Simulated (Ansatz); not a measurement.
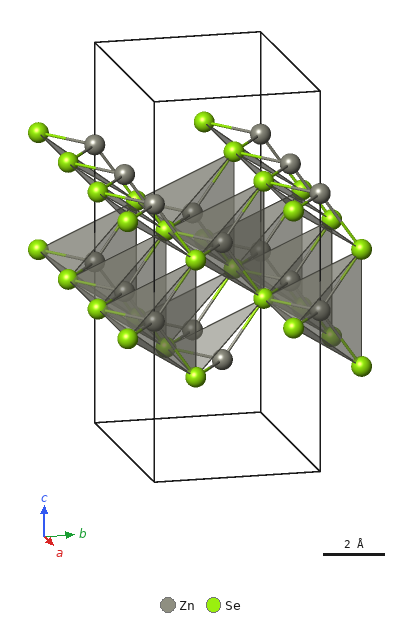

*The input geometry (polyhedral view of the cell of the calculation, with the vacuum cut short, seen slightly off an axis; polyhedra are completed across the faces of the cell). An atom can appear more than once, as a periodic image.*

## Geometry relaxation, with input and output: ZnSe (part 1 of 3)

The run: geometry relaxation of ZnSe (slab, 16 atoms in the cell). Method and program: DFT PBE+D3(BJ), scalar-relativistic, plane waves, PAW, no spin polarisation (Ansatz 0.2.0).

The structure derives from an entry of the Crystallography Open Database. The input holds or restrains some coordinates. Forces given for the steps count only the free coordinates. It belongs to a series of runs on one base structure; here: clean slab, lower planes held.

### The program's output
```
Engine: ansatz 0.2.0, aarch64-unknown-linux-gnu
Pseudopotentials: kind: paw
Pseudopotential: Zn, paw, valence charge 12, recommended cutoff 420 eV (normal), Zn.paw.azcp
Pseudopotential: Se, paw, valence charge 16, recommended cutoff 420 eV (normal), Se.paw.azcp
Functional definition: PBE
  parameter kappa = 0.804
  parameter beta = 0.06672455060314922
  exchange = pbe_x(kappa = kappa, mu = beta*pi^2/3)
  correlation = pbe_c(beta = beta)
Crystal: 16 atoms, lattice volume = 994.838 Å³
Basis set: ecut = 420 eV, 19517 PW (Γ), exchange–correlation on 108×80×300 points (8 copies of the dense FFT grid, shifted against one another)
Bands: 135, of which v1, the nominal top of the filled ones, is band 112 counted from 1 (111 counted from 0)
Symmetry: 4 space group operations
k-points: 4 of 6 (time reversal used)
Non-local potential: Zn, projectors of the file, l = 0: 2, l = 1: 2, l = 2: 3, l = 3: 1
Non-local potential: Se, projectors of the file, l = 0: 2, l = 1: 2, l = 2: 3, l = 3: 1
PAW form: soft (Blöchl's): semilocal exchange-correlation on the pseudo side does not see the compensation charge
PAW one-centre angular grid: Zn, 590 points (default); XC on 64 Gauss nodes
PAW one-centre angular grid: Se, 590 points (default); XC on 64 Gauss nodes
Initial density: superposition of atomic densities (neutral atoms: chi_scale 0, normalization atom), corrected by the library's trained network
Initial wavefunctions: pseudopotential atomic-orbital guess
Functional: x = pbe(κ = 0.804, μ = 0.2195149727645171), c = pbe(β = 0.06672455060314922)
SCF iter   1: F=—  HF=-70316.239954 eV  |F-HF|=—  |Δ(HF+E_count)|=         —  Δρ=6.65e-4  dr2=2.52e-2  ethr=1.77e-3  p=0.000 e·Å  D=1.27e-13 V/Å  ΔV_dip=-0.00 eV  dr2_dipole=3.42e-8  V_vac-E_F(+/−)=4.47/4.47 eV  ⟨swp⟩=6.8  Hψ=2228  notcnv=0  defer=33
efield: sawtooth ramp at fractional position 0.9800 (placed from the atoms, in the widest stretch of the axis that holds none; the zero of the levels goes with the place), width 0.0400; the density the first Hamiltonian is built on has a dipole p = 0.000 e·Å; the dipole correction subtracts the counter field D = 1.27e-13 V/Å, which shifts the + side's vacuum level by -0.00 eV against the − side's; the planar-averaged density in the ramp window peaks in size at 8.2e-6 e/Å³
preconditioner: auto → Resta (q_TF=auto, 2.128 Å⁻¹)  ε∞=2.9  [insulator: Δε(μ)=1.113 eV  Ē_g=10.349 eV  σ=0.050 eV  W_gap=1.00  n_scr=160 (ndim 8)  ℏωp=14.1 eV  f_vac=0.601  D(μ)=0.00/eV (n_scr^D=0)  ε∞_Penn≈2.9  vacuum switching on, ρ_ref=7.8e-3 e/Å³]
SCF iter   2: F=—  HF=-70316.236497 eV  |F-HF|=—  |Δ(HF+E_count)|=   3.46e-3  Δρ=3.30e-4  dr2=1.23e-3  ethr=1.12e-5  p=0.000 e·Å  D=2.08e-5 V/Å  ΔV_dip=-0.00 eV  dr2_dipole=6.86e-8  V_vac-E_F(+/−)=4.54/4.54 eV  ⟨swp⟩=2.0  Hψ=715  notcnv=0  defer=59
SCF iter   3: F=—  HF=-70316.237357 eV  |F-HF|=—  |Δ(HF+E_count)|=   8.60e-4  Δρ=1.65e-4  dr2=3.44e-4  ethr=5.47e-7  p=-0.000 e·Å  D=-9.30e-6 V/Å  ΔV_dip=0.00 eV  dr2_dipole=1.71e-8  V_vac-E_F(+/−)=4.54/4.54 eV  ⟨swp⟩=2.0  Hψ=740  notcnv=0  defer=59
SCF iter   4: F=—  HF=-70316.237914 eV  |F-HF|=—  |Δ(HF+E_count)|=   5.57e-4  Δρ=1.01e-4  dr2=7.31e-5  ethr=1.54e-7  p=0.000 e·Å  D=2.03e-5 V/Å  ΔV_dip=-0.00 eV  dr2_dipole=7.71e-8  V_vac-E_F(+/−)=4.55/4.55 eV  ⟨swp⟩=2.2  Hψ=749  notcnv=0  defer=59
iter 5 did not close the SCF: its close was put off for the readings that it lacked (scf_convergence_deferred on its scf_iter line)
SCF iter   5: F=-70316.237916 eV  HF=-70316.237913 eV  |F-HF|=2.95e-6  |Δ(HF+E_count)|=   8.05e-7  Δρ=2.66e-5  dr2=7.24e-6  ethr=3.26e-8  p=-0.000 e·Å  D=-4.69e-6 V/Å  ΔV_dip=0.00 eV  dr2_dipole=4.66e-9  V_vac-E_F(+/−)=4.56/4.56 eV  ⟨swp⟩=2.0  Hψ=720  notcnv=0  defer=59
SCF iter   6: F=-70316.237919 eV  HF=-70316.237918 eV  |F-HF|=9.78e-7  |Δ(HF+E_count)|=   5.12e-6  Δρ=8.06e-6  dr2=7.68e-7  ethr=3.23e-9  p=0.000 e·Å  D=2.37e-6 V/Å  ΔV_dip=-0.00 eV  dr2_dipole=1.03e-9  V_vac-E_F(+/−)=4.56/4.56 eV  ⟨swp⟩=21.2  Hψ=5240  notcnv=0
SCF 1 converged in 6 iterations: F = -70316.237919 eV  dr2 = 7.68e-7
  greatest PAW one-centre occupation: 1.000 electrons in one spin orbital (limit 2), on the Se atom at site 11 (counted from 0), in its partial waves of l = 2
relax step   1: F+E_penalty+E_count = -70316.23791930 eV  Δ(F+E_penalty+E_count) = +0.000e0 eV  max|allowed force component| = 1.016e0 eV/Å  Δτ_max = 0.0000 Å  (6 SCF iters, dr2 threshold 2.25e-5 eV, accepted)
Initial density: handed on by an earlier stage of this run
Initial wavefunctions: those handed on with the density
iter 1 solved again at ethr=4.58e-5 eV; its pass at ethr=3.10e-3 eV (dr2=1.03e-1 eV) is discarded
SCF iter   1: F=—  HF=-70316.841559 eV  |F-HF|=—  |Δ(HF+E_count)|=         —  Δρ=2.76e-3  dr2=9.72e-2  ethr=4.58e-5  p=0.000 e·Å  D=3.58e-6 V/Å  ΔV_dip=-0.00 eV  dr2_dipole=3.53e-3  V_vac-E_F(+/−)=4.50/4.50 eV  ⟨swp⟩=1.0  Hψ=2005  notcnv=0  defer=76
efield: sawtooth ramp at fractional position 0.9800 (handed on by an earlier solve), width 0.0400; the density the first Hamiltonian is built on has a dipole p = 0.000 e·Å; the dipole correction subtracts the counter field D = 3.58e-6 V/Å, which shifts the + side's vacuum level by -0.00 eV against the − side's; the planar-averaged density in the ramp window peaks in size at 7.1e-6 e/Å³
preconditioner: auto → Resta (q_TF=auto, 2.128 Å⁻¹)  ε∞=2.9  [insulator: Δε(μ)=1.298 eV  Ē_g=10.363 eV  σ=0.050 eV  W_gap=1.00  n_scr=160 (ndim 8)  ℏωp=14.1 eV  f_vac=0.604  D(μ)=0.00/eV (n_scr^D=0)  ε∞_Penn≈2.9  vacuum switching on, ρ_ref=7.8e-3 e/Å³]
SCF iter   2: F=—  HF=-70316.826046 eV  |F-HF|=—  |Δ(HF+E_count)|=   1.55e-2  Δρ=1.46e-3  dr2=2.35e-2  ethr=4.34e-5  p=-0.040 e·Å  D=-7.20e-3 V/Å  ΔV_dip=0.16 eV  dr2_dipole=4.42e-5  V_vac-E_F(+/−)=4.64/4.49 eV  ⟨swp⟩=2.0  Hψ=570  notcnv=0  defer=76
SCF iter   3: F=—  HF=-70316.824130 eV  |F-HF|=—  |Δ(HF+E_count)|=   1.92e-3  Δρ=3.61e-4  dr2=4.04e-3  ethr=1.05e-5  p=-0.038 e·Å  D=-6.96e-3 V/Å  ΔV_dip=0.15 eV  dr2_dipole=1.46e-3  V_vac-E_F(+/−)=4.67/4.52 eV  ⟨swp⟩=2.2  Hψ=772  notcnv=0  defer=76
SCF iter   4: F=—  HF=-70316.823725 eV  |F-HF|=—  |Δ(HF+E_count)|=   4.05e-4  Δρ=1.58e-4  dr2=5.06e-4  ethr=1.80e-6  p=-0.062 e·Å  D=-1.12e-2 V/Å  ΔV_dip=0.25 eV  dr2_dipole=1.01e-4  V_vac-E_F(+/−)=4.74/4.49 eV  ⟨swp⟩=2.0  Hψ=719  notcnv=0  defer=76
SCF iter   5: F=-70316.823788 eV  HF=-70316.823787 eV  |F-HF|=6.86e-7  |Δ(HF+E_count)|=   6.27e-5  Δρ=6.31e-5  dr2=4.70e-5  ethr=2.88e-8  p=-0.058 e·Å  D=-1.06e-2 V/Å  ΔV_dip=0.23 eV  dr2_dipole=2.52e-6  V_vac-E_F(+/−)=4.73/4.50 eV  ⟨swp⟩=19.2  Hψ=5649  notcnv=0
SCF 2 converged in 5 iterations: F = -70316.823788 eV  dr2 = 4.70e-5
relax step   2: F+E_penalty+E_count = -70316.82378796 eV  Δ(F+E_penalty+E_count) = -5.859e-1 eV  max|allowed force component| = 6.602e-1 eV/Å  Δτ_max = 0.1948 Å  (5 SCF iters, dr2 threshold 6.45e-5 eV, accepted)
SCF iter   1: F=—  HF=-70317.090206 eV  |F-HF|=—  |Δ(HF+E_count)|=         —  Δρ=2.14e-3  dr2=5.66e-2  ethr=3.25e-4  p=-0.058 e·Å  D=-1.06e-2 V/Å  ΔV_dip=0.23 eV  dr2_dipole=6.42e-4  V_vac-E_F(+/−)=4.70/4.47 eV  ⟨swp⟩=5.2  Hψ=1485  notcnv=0  defer=68
efield: sawtooth ramp at fractional position 0.9800 (handed on by an earlier solve), width 0.0400; the density the first Hamiltonian is built on has a dipole p = -0.058 e·Å; the dipole correction subtracts the counter field D = -1.06e-2 V/Å, which shifts the + side's vacuum level by +0.23 eV against the − side's; the planar-averaged density in the ramp window peaks in size at 5.0e-6 e/Å³
preconditioner: auto → Resta (q_TF=auto, 2.128 Å⁻¹)  ε∞=2.8  [insulator: Δε(μ)=1.362 eV  Ē_g=10.399 eV  σ=0.050 eV  W_gap=1.00  n_scr=160 (ndim 8)  ℏωp=14.1 eV  f_vac=0.606  D(μ)=0.00/eV (n_scr^D=0)  ε∞_Penn≈2.8  vacuum switching on, ρ_ref=7.8e-3 e/Å³]
SCF iter   2: F=—  HF=-70317.084527 eV  |F-HF|=—  |Δ(HF+E_count)|=   5.68e-3  Δρ=1.18e-3  dr2=1.57e-2  ethr=2.53e-5  p=-0.075 e·Å  D=-1.36e-2 V/Å  ΔV_dip=0.30 eV  dr2_dipole=1.06e-4  V_vac-E_F(+/−)=4.78/4.48 eV  ⟨swp⟩=2.0  Hψ=684  notcnv=0  defer=68
SCF iter   3: F=—  HF=-70317.084437 eV  |F-HF|=—  |Δ(HF+E_count)|=   9.04e-5  Δρ=2.24e-4  dr2=1.03e-3  ethr=7.01e-6  p=-0.085 e·Å  D=-1.54e-2 V/Å  ΔV_dip=0.34 eV  dr2_dipole=3.62e-5  V_vac-E_F(+/−)=4.82/4.48 eV  ⟨swp⟩=2.0  Hψ=760  notcnv=0  defer=68
SCF iter   4: F=—  HF=-70317.084552 eV  |F-HF|=—  |Δ(HF+E_count)|=   1.15e-4  Δρ=1.24e-4  dr2=1.29e-4  ethr=4.59e-7  p=-0.090 e·Å  D=-1.64e-2 V/Å  ΔV_dip=0.36 eV  dr2_dipole=2.22e-6  V_vac-E_F(+/−)=4.85/4.49 eV  ⟨swp⟩=2.0  Hψ=744  notcnv=0  defer=68
SCF iter   5: F=—  HF=-70317.084574 eV  |F-HF|=—  |Δ(HF+E_count)|=   2.17e-5  Δρ=6.40e-5  dr2=3.45e-5  ethr=5.74e-8  p=-0.089 e·Å  D=-1.63e-2 V/Å  ΔV_dip=0.36 eV  dr2_dipole=2.15e-6  V_vac-E_F(+/−)=4.85/4.49 eV  ⟨swp⟩=2.0  Hψ=744  notcnv=0  defer=68
SCF iter   6: F=-70317.084572 eV  HF=-70317.084570 eV  |F-HF|=1.11e-6  |Δ(HF+E_count)|=   3.47e-6  Δρ=1.49e-5  dr2=2.90e-6  ethr=1.22e-8  p=-0.090 e·Å  D=-1.64e-2 V/Å  ΔV_dip=0.36 eV  dr2_dipole=1.40e-8  V_vac-E_F(+/−)=4.85/4.49 eV  ⟨swp⟩=21.2  Hψ=5559  notcnv=0
SCF 3 converged in 6 iterations: F = -70317.084572 eV  dr2 = 2.90e-6
relax step   3: F+E_penalty+E_count = -70317.08457155 eV  Δ(F+E_penalty+E_count) = -2.608e-1 eV  max|allowed force component| = 2.626e-1 eV/Å  Δτ_max = 0.1948 Å  (6 SCF iters, dr2 threshold 2.72e-5 eV, accepted)
SCF iter   1: F=—  HF=-70317.146426 eV  |F-HF|=—  |Δ(HF+E_count)|=         —  Δρ=2.18e-3  dr2=4.36e-2  ethr=2.59e-4  p=-0.090 e·Å  D=-1.64e-2 V/Å  ΔV_dip=0.36 eV  dr2_dipole=1.14e-3  V_vac-E_F(+/−)=4.83/4.47 eV  ⟨swp⟩=5.0  Hψ=1489  notcnv=0  defer=69
efield: sawtooth ramp at fractional position 0.9800 (handed on by an earlier solve), width 0.0400; the density the first Hamiltonian is built on has a dipole p = -0.090 e·Å; the dipole correction subtracts the counter field D = -1.64e-2 V/Å, which shifts the + side's vacuum level by +0.36 eV against the − side's; the planar-averaged density in the ramp window peaks in size at 8.0e-6 e/Å³
preconditioner: auto → Resta (q_TF=auto, 2.128 Å⁻¹)  ε∞=2.8  [insulator: Δε(μ)=1.391 eV  Ē_g=10.432 eV  σ=0.050 eV  W_gap=1.00  n_scr=160 (ndim 8)  ℏωp=14.1 eV  f_vac=0.608  D(μ)=0.00/eV (n_scr^D=0)  ε∞_Penn≈2.8  vacuum switching on, ρ_ref=7.9e-3 e/Å³]
SCF iter   2: F=—  HF=-70317.144955 eV  |F-HF|=—  |Δ(HF+E_count)|=   1.47e-3  Δρ=1.19e-3  dr2=1.32e-2  ethr=1.95e-5  p=-0.068 e·Å  D=-1.24e-2 V/Å  ΔV_dip=0.27 eV  dr2_dipole=6.00e-4  V_vac-E_F(+/−)=4.79/4.51 eV  ⟨swp⟩=1.8  Hψ=633  notcnv=0  defer=69
SCF iter   3: F=—  HF=-70317.146968 eV  |F-HF|=—  |Δ(HF+E_count)|=   2.01e-3  Δρ=3.82e-4  dr2=6.40e-3  ethr=5.89e-6  p=-0.107 e·Å  D=-1.94e-2 V/Å  ΔV_dip=0.43 eV  dr2_dipole=2.27e-3  V_vac-E_F(+/−)=4.89/4.47 eV  ⟨swp⟩=2.0  Hψ=762  notcnv=0  defer=69
SCF iter   4: F=—  HF=-70317.146200 eV  |F-HF|=—  |Δ(HF+E_count)|=   7.69e-4  Δρ=9.49e-5  dr2=1.11e-4  ethr=2.86e-6  p=-0.086 e·Å  D=-1.56e-2 V/Å  ΔV_dip=0.34 eV  dr2_dipole=1.30e-5  V_vac-E_F(+/−)=4.85/4.51 eV  ⟨swp⟩=2.0  Hψ=567  notcnv=0  defer=69
SCF iter   5: F=—  HF=-70317.146294 eV  |F-HF|=—  |Δ(HF+E_count)|=   9.40e-5  Δρ=5.98e-5  dr2=2.41e-5  ethr=4.95e-8  p=-0.088 e·Å  D=-1.60e-2 V/Å  ΔV_dip=0.35 eV  dr2_dipole=2.14e-7  V_vac-E_F(+/−)=4.86/4.51 eV  ⟨swp⟩=2.0  Hψ=889  notcnv=0  defer=69
SCF iter   6: F=-70317.146287 eV  HF=-70317.146289 eV  |F-HF|=2.01e-6  |Δ(HF+E_count)|=   5.40e-6  Δρ=2.29e-5  dr2=3.70e-6  ethr=4.87e-9  p=-0.088 e·Å  D=-1.61e-2 V/Å  ΔV_dip=0.35 eV  dr2_dipole=2.12e-9  V_vac-E_F(+/−)=4.86/4.50 eV  ⟨swp⟩=20.5  Hψ=5762  notcnv=0
SCF 4 converged in 6 iterations: F = -70317.146287 eV  dr2 = 3.70e-6
relax step   4: F+E_penalty+E_count = -70317.14628657 eV  Δ(F+E_penalty+E_count) = -6.172e-2 eV  max|allowed force component| = 6.718e-2 eV/Å  Δτ_max = 0.1966 Å  (6 SCF iters, dr2 threshold 1.09e-5 eV, accepted)
SCF iter   1: F=—  HF=-70317.147523 eV  |F-HF|=—  |Δ(HF+E_count)|=         —  Δρ=1.94e-4  dr2=5.07e-4  ethr=9.01e-7  p=-0.088 e·Å  D=-1.61e-2 V/Å  ΔV_dip=0.35 eV  dr2_dipole=2.81e-5  V_vac-E_F(+/−)=4.86/4.51 eV  ⟨swp⟩=3.0  Hψ=1029  notcnv=0  defer=71
efield: sawtooth ramp at fractional position 0.9800 (handed on by an earlier solve), width 0.0400; the density the first Hamiltonian is built on has a dipole p = -0.088 e·Å; the dipole correction subtracts the counter field D = -1.61e-2 V/Å, which shifts the + side's vacuum level by +0.35 eV against the − side's; the planar-averaged density in the ramp window peaks in size at 8.3e-6 e/Å³
preconditioner: auto → Resta (q_TF=auto, 2.128 Å⁻¹)  ε∞=2.8  [insulator: Δε(μ)=1.400 eV  Ē_g=10.442 eV  σ=0.050 eV  W_gap=1.00  n_scr=160 (ndim 8)  ℏωp=14.1 eV  f_vac=0.607  D(μ)=0.00/eV (n_scr^D=0)  ε∞_Penn≈2.8  vacuum switching on, ρ_ref=7.9e-3 e/Å³]
SCF iter   2: F=—  HF=-70317.147418 eV  |F-HF|=—  |Δ(HF+E_count)|=   1.05e-4  Δρ=8.80e-5  dr2=7.88e-5  ethr=2.26e-7  p=-0.092 e·Å  D=-1.67e-2 V/Å  ΔV_dip=0.37 eV  dr2_dipole=4.24e-6  V_vac-E_F(+/−)=4.87/4.50 eV  ⟨swp⟩=2.0  Hψ=702  notcnv=0  defer=69
SCF iter   3: F=—  HF=-70317.147365 eV  |F-HF|=—  |Δ(HF+E_count)|=   5.36e-5  Δρ=4.20e-5  dr2=2.39e-5  ethr=3.52e-8  p=-0.090 e·Å  D=-1.63e-2 V/Å  ΔV_dip=0.36 eV  dr2_dipole=5.69e-6  V_vac-E_F(+/−)=4.86/4.51 eV  ⟨swp⟩=2.0  Hψ=743  notcnv=0  defer=69
SCF iter   4: F=—  HF=-70317.147363 eV  |F-HF|=—  |Δ(HF+E_count)|=   1.97e-6  Δρ=1.22e-5  dr2=1.36e-6  ethr=1.07e-8  p=-0.091 e·Å  D=-1.65e-2 V/Å  ΔV_dip=0.36 eV  dr2_dipole=1.22e-7  V_vac-E_F(+/−)=4.87/4.50 eV  ⟨swp⟩=2.0  Hψ=741  notcnv=0  defer=69
SCF iter   5: F=—  HF=-70317.147363 eV  |F-HF|=—  |Δ(HF+E_count)|=   5.25e-7  Δρ=4.83e-6  dr2=2.09e-7  ethr=6.08e-10  p=-0.091 e·Å  D=-1.65e-2 V/Å  ΔV_dip=0.36 eV  dr2_dipole=1.95e-11  V_vac-E_F(+/−)=4.87/4.50 eV  ⟨swp⟩=2.0  Hψ=759  notcnv=0  defer=69
SCF iter   6: F=-70317.147363 eV  HF=-70317.147363 eV  |F-HF|=4.90e-9  |Δ(HF+E_count)|=   4.01e-8  Δρ=2.28e-6  dr2=3.85e-8  ethr=4.46e-11  p=-0.091 e·Å  D=-1.65e-2 V/Å  ΔV_dip=0.36 eV  dr2_dipole=2.22e-9  V_vac-E_F(+/−)=4.87/4.50 eV  ⟨swp⟩=17.0  Hψ=4438  notcnv=0
SCF 5 converged in 6 iterations: F = -70317.147363 eV  dr2 = 3.85e-8
relax step   5: F+E_penalty+E_count = -70317.14736314 eV  Δ(F+E_penalty+E_count) = -1.077e-3 eV  max|allowed force component| = 2.085e-2 eV/Å  Δτ_max = 0.0102 Å  (6 SCF iters, accepted)
```

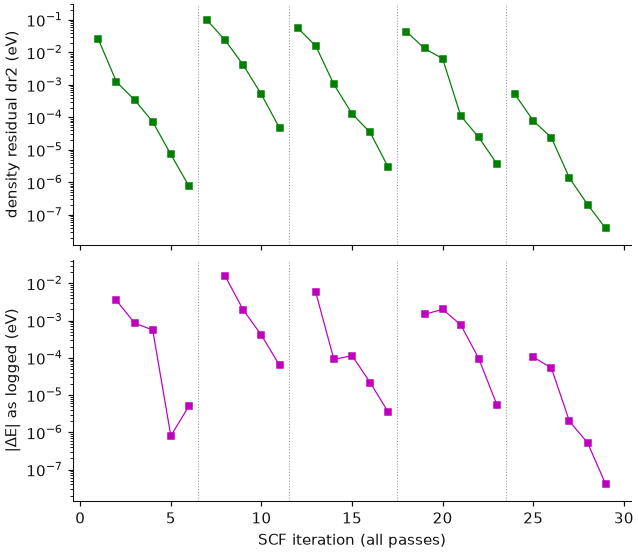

*Convergence of the self-consistent field: density residual dr2 and size of the energy change against the SCF iteration. The dotted lines part the SCF passes of the relaxation: geometry steps, rejected trials and re-solves on a re-selected basis.*

The 5 passes take 5 to 6 iterations each, 29 in all.
